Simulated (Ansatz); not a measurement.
## Electronic structure of Co in real space

```
CELL_PARAMETERS angstrom
3.70800 2.14081 0.00000
-1.23600 2.14081 0.00000
0.00000 0.00000 4.02114
ATOMIC_POSITIONS crystal
Co 0.32991 0.00000 0.75131
Co 0.82991 0.50000 0.75131
Co 0.16915 0.50094 0.24869
Co 0.66915 0.00094 0.24869
```

Space group C2/m; a structure from a database of computed crystals, not necessarily the ambient phase; changed on purpose from its base cell (atoms moved at random by about 0.05 A); computed pressure about −6 GPa in this cell; spin-polarised.

These are results of Ansatz 0.2.0, Kohn-Sham DFT of a periodic cell, PBEsol, Ansatz PAW, not measurements.

The density is the valence pseudo-density of a PAW calculation; it isn't the true density close to the nuclei.

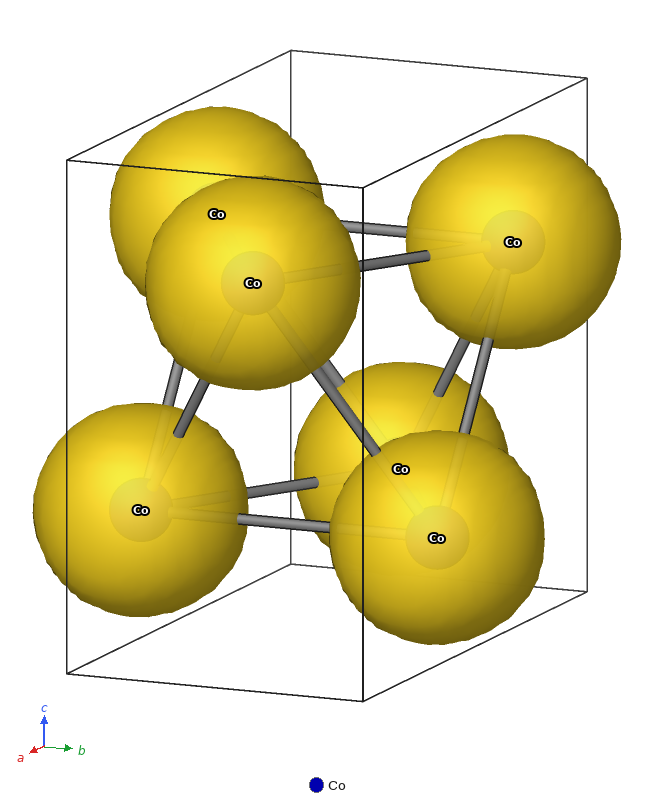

Figure 1. Isosurface of the spin density at +0.1 e/Å³ (yellow), seen slightly off an axis. Sticks mark near contacts.

> Describe the spin distribution.

The spin density sits on Co: +1.7 μB (×4) in one cell of 4 atoms: parallel main moments (a ferromagnetic arrangement) in this solution. The cell of the calculation (2 atoms) carries 3.2 μB of net spin moment.

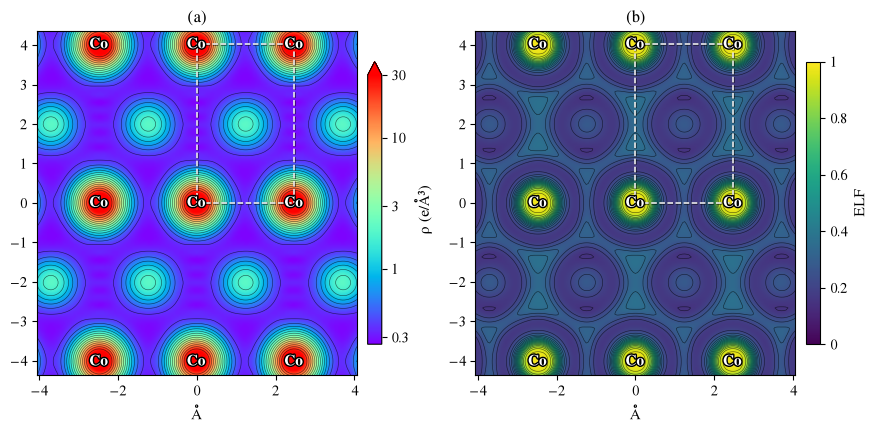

Figure 2. (a) valence electron density; (b) ELF on the (100) plane of the conventional cell.

> Interpret the plot.

The plane passes through Co nuclei.
Atoms just off the plane (Co, 0.7 Å away) can leave unmarked features too.
Co–Co (2.47 Å): ρ is about 0.35 e/Å³ halfway; the ELF is about 0.25 at the midpoint; no shared electron pair shows on this line.

Between the atoms the lowest density in this plane is 0.27 e/Å³.
The features right at Co lie inside the PAW spheres, where the map follows smoothed inner orbitals and isn't to be read closely.

> Does the calculation make it a metal, or give it a gap?

It is metallic or semimetallic at this level of theory: no gap opens.
